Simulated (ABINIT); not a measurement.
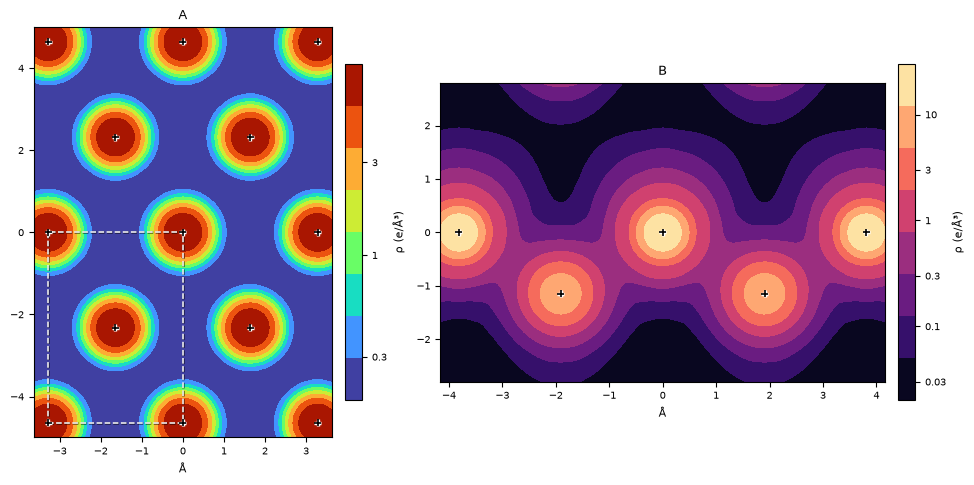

The valence pseudo-density of 2 systems, each on a plane through atoms (crosses mark nuclei in the plane).

These are results of ABINIT, Kohn-Sham DFT of a periodic cell, r2SCAN, JTH PAW PBE v2.0, not measurements.

System 1: Ti, the (110) plane of the conventional cell. Space group Im-3m; computed pressure about −4 GPa in this cell.

System 2: SnO, the (010) plane of the conventional cell. Space group P4/nmm; a structure from a database of computed crystals, not necessarily the ambient phase.

```xyz
4
Lattice="3.8137 0.0000 0.0000 0.0000 3.8137 0.0000 0.0000 0.0000 4.8869" Properties=species:S:1:pos:R:3 pbc="T T T"
Sn    1.9068    0.0000    3.7367
Sn    0.0000    1.9068    1.1502
O     0.0000    0.0000    0.0000
O     1.9068    1.9068    0.0000
```

Match each panel to its system.

Answer. Panel A is system 1, Ti: the plane holds Ti. Ti–Ti (2.84 Å): ρ at the midpoint is about 0.18 e/Å³. Panel B is system 2, SnO: the plane holds Sn and O. Sn–O (2.23 Å): ρ is about 0.46 e/Å³ halfway.
